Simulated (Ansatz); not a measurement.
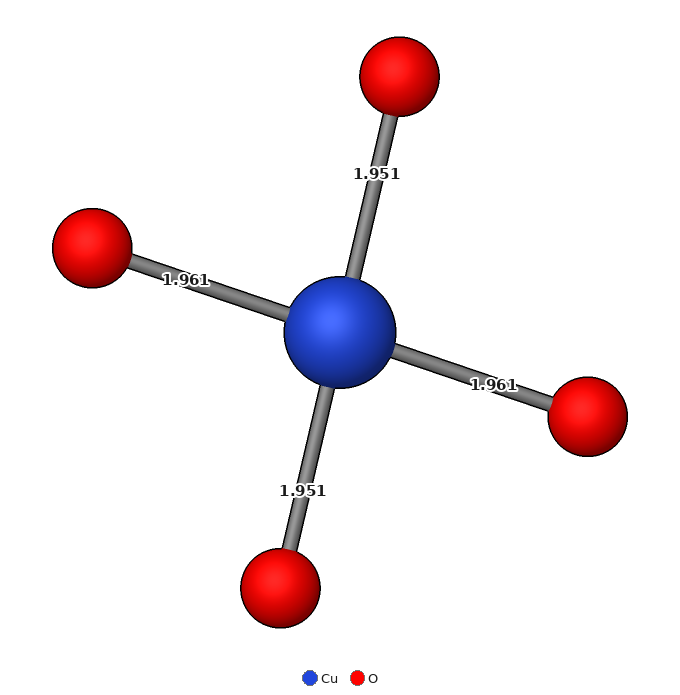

The surroundings of site Cu1 (at 0.250, 0.250, 0.000) in CuO (C2/c, No. 15), with bond lengths in Å.

Origin of the cell: the input geometry of an electronic-structure calculation (not necessarily at equilibrium).

```yaml
crystal:
  lattice:
    - [4.68330, 0.00000, 0.00000]
    - [0.00000, 3.42080, 0.00000]
    - [-0.85251, 0.00000, 5.05806]
  atoms:
    - { symbol: Cu, position: [0.25000, 0.25000, 0.00000] }
    - { symbol: Cu, position: [0.25000, 0.75000, 0.50000] }
    - { symbol: O, position: [0.50000, 0.91790, 0.25000] }
    - { symbol: O, position: [0.50000, 0.08210, 0.75000] }
    - { symbol: Cu, position: [0.75000, 0.75000, 0.00000] }
    - { symbol: Cu, position: [0.75000, 0.25000, 0.50000] }
    - { symbol: O, position: [0.00000, 0.41790, 0.25000] }
    - { symbol: O, position: [0.00000, 0.58210, 0.75000] }
```

Bond valence s = exp((R0 − d)/b), R0 fitted to published crystal structures with b = 0.37 Å, summed over all anions within 5 Å; R0 in Å: Cu+–O 1.566; Cu2+–O 1.664.

Q: Which oxidation state of Cu do these bonds support?

A: With the Cu+ parameters the computed sum is 2 × 0.353 + 2 × 0.344 = 1.39. With the Cu2+ parameters the computed sum is 2 × 0.460 + 2 × 0.448 = 1.82. The sum matches its own assumption best for Cu2+, which also balances the formula's charge.

Q: And over the whole structure?

A:
```csv
site,"x, y, z",formal valence,bond-valence sum,difference
Cu1,"0.250, 0.250, 0.000",+2,1.96,-0.04
O1,"0.500, 0.918, 0.250",−2,1.96,-0.04
```

These sums include all anions within 5 Å. The global instability index (root mean square of the differences over all atoms) is 0.04 v.u.: little strain. The cell was not relaxed for this table, and a volume that is off by a few per cent shifts all sums together.
